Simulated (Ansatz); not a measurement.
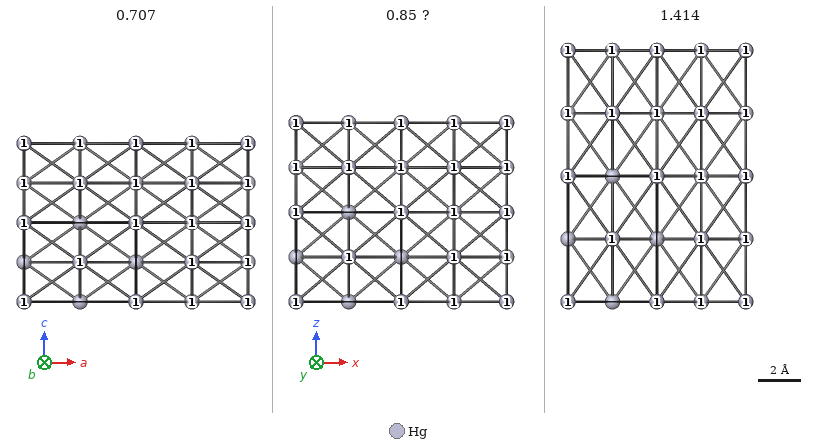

A scan of crystalline Hg (Fm-3m): the ratio of the cell's length along z to its lengths across, counted as 1 for the reference, is changed at fixed volume (a tetragonal or Bain path), with the atoms kept at their fractional coordinates. x, y and z are the Cartesian axes of the input. The picture is a ball-and-stick view of the conventional cell (4 times the calculation's cell), repeated 2 × 1 × 2 with one cell outlined, seen along the b axis. Lengths and directions refer to the drawn axes.

These are results of Ansatz 0.2.0, DFT PBEsol, scalar-relativistic, plane waves, PAW, not measurements. Set-up: plane-wave cutoff 420 eV; k-point mesh 20 × 20 × 20; occupations gaussian; smearing width 0.15 eV; no spin polarisation. Energies (free energies at the smearing named) are counted from the cell as listed in its source, which wasn't relaxed.

```
axial ratio over its reference value  ΔE (meV/atom)
                               0.707          −18.5
                               0.780          −17.4
                               0.850              ?
                               1.000            0.0
                               1.200          −15.5
                               1.414          −19.5
```

Q: Estimate the missing energy from the other rows, and compare with the calculation.

A: A straight line between the two neighbours gives −11.9 meV/atom. A cubic through the four nearest rows (0.707, 0.780, 1.000, 1.200) gives, with Lagrange weights, (−0.3485)(−18.5) + (1.1130)(−17.4) + (0.2718)(0.0) + (−0.0363)(−15.5) = −12.4 meV/atom. The calculation gives −13.6 meV/atom, so the cubic is 1.2 meV/atom too high and the straight line 1.7 meV/atom too high, as the curve bends upwards here.

The whole profile:

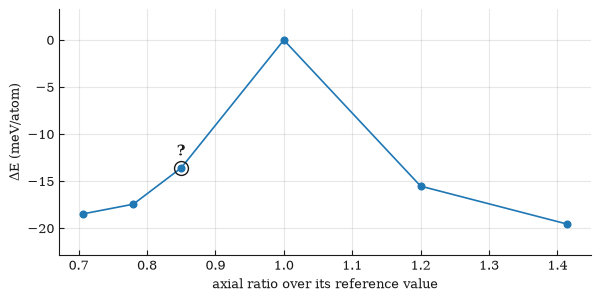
